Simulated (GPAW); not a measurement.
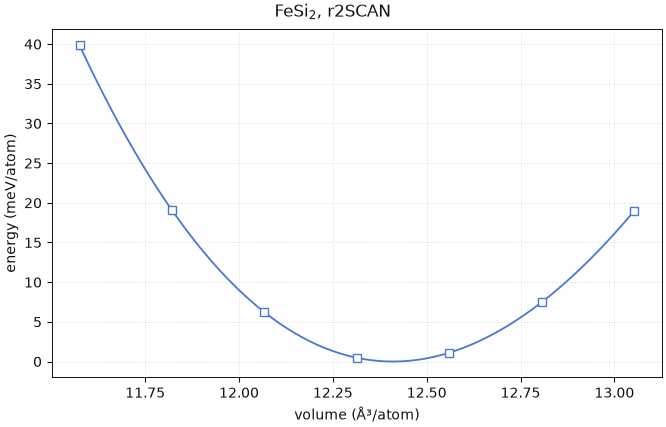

The figure shows the energy against volume for FeSi₂, space group P4/mmm (No. 123).

Starting cell:
```
CELL_PARAMETERS angstrom
2.68400 0.00000 0.00000
0.00000 2.68400 0.00000
0.00000 0.00000 5.12800
ATOMIC_POSITIONS crystal
Fe 0.00000 0.00000 0.00000
Si 0.50000 0.50000 0.73000
Si 0.50000 0.50000 0.27000
```

Method: PAW DFT in plane waves, on a grid or in atomic orbitals, collinear spins; energies at scaled volumes of the given cell, shape and fractions fixed, counted from the fit's minimum, third-order Birch-Murnaghan fit (GPAW 26.7.0). Level: r2SCAN, collinear spin.

```tsv
setting	value
k mesh	8×8×4
occupations	Fermi–Dirac
smearing width	0.05 eV
potentials	GPAW PAW data sets (gpaw data 1.2.1)
wave cutoff	600 eV
program settings	basis pw
```

From this curve and the settings, what does the calculation give for the pressure and cell moment at the same points?

The pressure falls from 16.18 GPa at volume 11.57 Å³/atom to −9.15 GPa at 13.05 Å³/atom, and changes sign near 12.41 Å³/atom. The cell moment rises from 0.12 μB at volume 11.57 Å³/atom to 0.19 μB at 13.05 Å³/atom.

```json
{"volume (Å³/atom)": "11.57", "pressure (GPa)": "16.18", "cell moment (μB)": "0.12"}
{"volume (Å³/atom)": "11.82", "pressure (GPa)": "10.74", "cell moment (μB)": "0.12"}
{"volume (Å³/atom)": "12.07", "pressure (GPa)": "5.86", "cell moment (μB)": "0.13"}
{"volume (Å³/atom)": "12.31", "pressure (GPa)": "1.47", "cell moment (μB)": "0.14"}
{"volume (Å³/atom)": "12.56", "pressure (GPa)": "-2.45", "cell moment (μB)": "0.16"}
{"volume (Å³/atom)": "12.81", "pressure (GPa)": "-5.98", "cell moment (μB)": "0.18"}
{"volume (Å³/atom)": "13.05", "pressure (GPa)": "-9.15", "cell moment (μB)": "0.19"}
```

Note: shape and atomic fractions are frozen while scaling, which makes layered, chain and framework solids too stiff.
